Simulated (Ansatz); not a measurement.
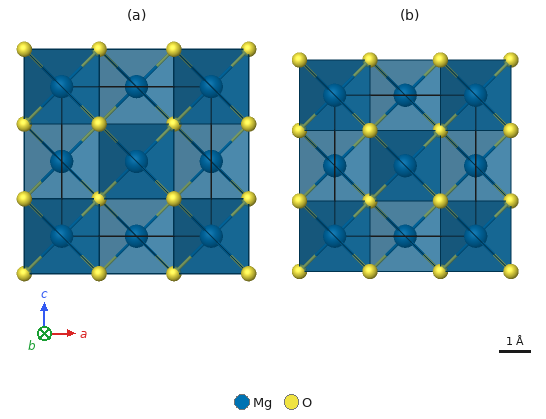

The structure of crystalline MgO (a generated structure, set up in F-43m) (coarse preliminary run) before (left) and after (right) a relaxation, at one scale.

The picture is a polyhedral view of the conventional cell (4 times the calculation's cell), seen along the b axis. Lengths and directions refer to the drawn axes.

The calculation used DFT PBE, scalar-relativistic, plane waves, PAW in Ansatz. Set-up: plane-wave cutoff 420 eV; k-point mesh 6 × 6 × 6; occupations gaussian; smearing width 0.1 eV; no spin polarisation; cell and atoms relaxed; force threshold 0.04 eV/Å; at most 70 steps.

Describe what moved and what it gained.

The atoms keep their places relative to the cell (all moves are under 0.005 Å). The drawn cell changes as follows: a = b = c 4.894 → 4.613 Å (−5.7 %); the volume changes by −16.3 %. Near-neighbour distances that change, for instance: Mg–O 2.119 → 1.997 Å. The space group stays F-43m (No. 216). After 4 accepted moves (6 points after the start) the energy has fallen by 0.245 eV per cell of the calculation. All forces vanish by symmetry, so only the cell relaxes. The pressure goes from −14.16 to −0.01 GPa. At 2 points the geometry stayed and the basis and grid were re-selected for the new cell (energy shift of 4.8 meV per cell of the calculation at most each time).
